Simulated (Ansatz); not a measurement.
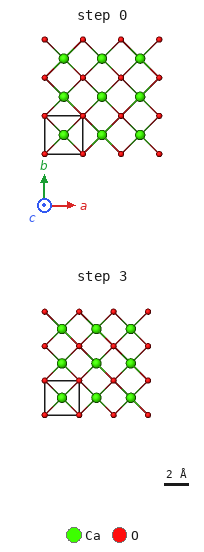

The structure of a crystal of CaO (a generated structure, set up in Pm-3m) (coarse preliminary run) before (top) and after (bottom) a relaxation, at one scale.

Style: ball-and-stick. Shown: the cell of the calculation, repeated 3 × 3 × 1 with one cell outlined, along the c axis.

Method: DFT PBE, scalar-relativistic, plane waves, PAW in Ansatz 0.2.0.

Input
```yaml
crystal:
  lattice:
    - [3.25285471, 0.0, 0.0]
    - [0.0, 3.25285471, 0.0]
    - [0.0, 0.0, 3.25285471]
  atoms:
    - { symbol: Ca, position: [0.5, 0.5, 0.5] }
    - { symbol: O, position: [0.0, 0.0, 0.0] }
basis:
  ecutwfc: 420
kpoints:
  mp_grid: { grid: [6, 6, 6] }
hamiltonian:
  xc: pbe
scf:
  occupations: { method: gaussian, width: 0.1 }
  lower_state_search: "off"
output:
  forces: true
  stress: true
  eigenvalues: true
relax:
  adjacent_minimum: "off"
  f_tol: 0.04
  max_steps: 70
  cell: { stress_tol: 0.4 }
```

Launched with:
```bash
ansatz run input.yaml --threads 1 --pin off --max-ram 2048MiB --backend cpu --events-out ev --progress --plain --runs-dir out
```

> What changed between the two?

The atoms keep their places relative to the cell (all moves are under 0.005 Å). The drawn cell changes as follows: a = b = c 3.253 → 2.936 Å (−9.8 %); the volume changes by −26.5 %. Near-neighbour distances that change, for instance: Ca1–Ca1 3.253 → 2.936 Å, Ca1–O2 2.817 → 2.542 Å. The space group stays Pm-3m (No. 221). After 2 accepted moves (3 points after the start) the energy has fallen by 319 meV per atom. All forces vanish by symmetry, so only the cell relaxes. The pressure goes from −17.05 to −0.16 GPa. The SCF was repeated once at an unchanged geometry on a basis and grid sized afresh for the cell, which shifted the energy by 2.7 meV per atom at most. Cost: 3 s on 1 thread of Arm Neoverse V1, with other jobs on the host, peak memory 0.27 GiB.
